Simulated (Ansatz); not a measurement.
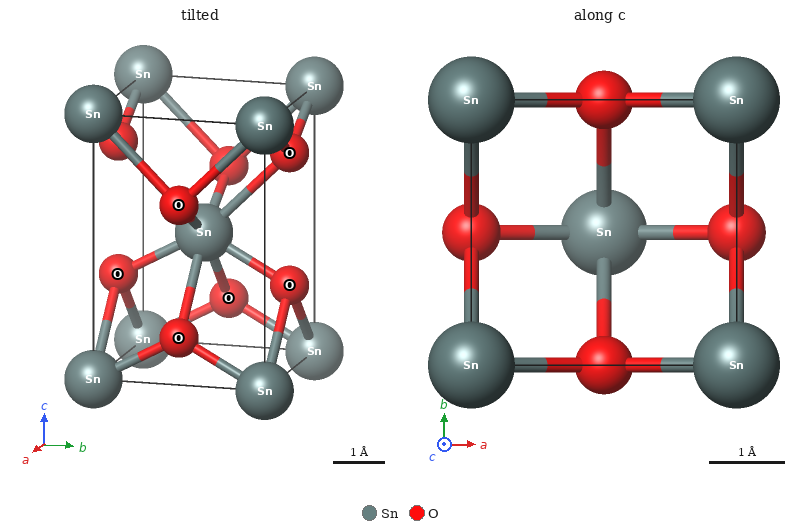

This ball-and-stick model is shown slightly off an axis and along the c axis. The wireframe shows the conventional unit cell.

SnO2, space group P4_2/nmc (No. 137), a = 3.549 Å, b = 3.549 Å, c = 5.429 Å, α = 90.00°, β = 90.00°, γ = 90.00°. Source of the structure: a structure type filled with these elements by a generator (whether the compound takes this form wasn't checked). Earlier steps of the study may have refined or changed the cell and positions. It was the input of a calculation with Ansatz.

This one geometry was computed with Ansatz (DFT, plane waves, PAW) at five levels of theory: HSE06, PBE, r2SCAN, PBE0 and PBE with spin-orbit coupling. It was relaxed beforehand with r2SCAN.

Which level gives the highest pressure at this volume, and what does that say about its equilibrium volume?

Highest: PBE (8.3 GPa) and PBE with spin-orbit coupling (8.2 GPa), which points to the largest equilibrium volume. Lowest, with the smallest volume: HSE06 (-2.1 GPa) and PBE0 (-2.2 GPa). Levels within 0.5 GPa of each other can't be told apart.

How does the band gap change with the level of theory?

PBE: a gap of 1.13 eV, indirect; PBE with spin-orbit coupling: a gap of 1.13 eV, indirect; r2SCAN: a gap of 1.70 eV, indirect; HSE06: a gap of 2.62 eV, indirect; PBE0: a gap of 3.32 eV, indirect.

Collect the results in a table.

| level | cutoff (eV) | k-mesh of the run's cell | gap (eV) | pressure (GPa) |
| --- | --- | --- | --- | --- |
| HSE06 | 420 | 4×4×4 | 2.62 | -2.1 |
| PBE | 420 | 8×8×6 | 1.13 | 8.3 |
| r2SCAN | 500 | 8×8×6 | 1.70 | 0.0 |
| PBE0 | 420 | 4×4×4 | 3.32 | -2.2 |
| PBE with spin-orbit coupling | 420 | 8×8×6 | 1.13 | 8.2 |

Gaps are taken on the k-mesh or band path of each run.
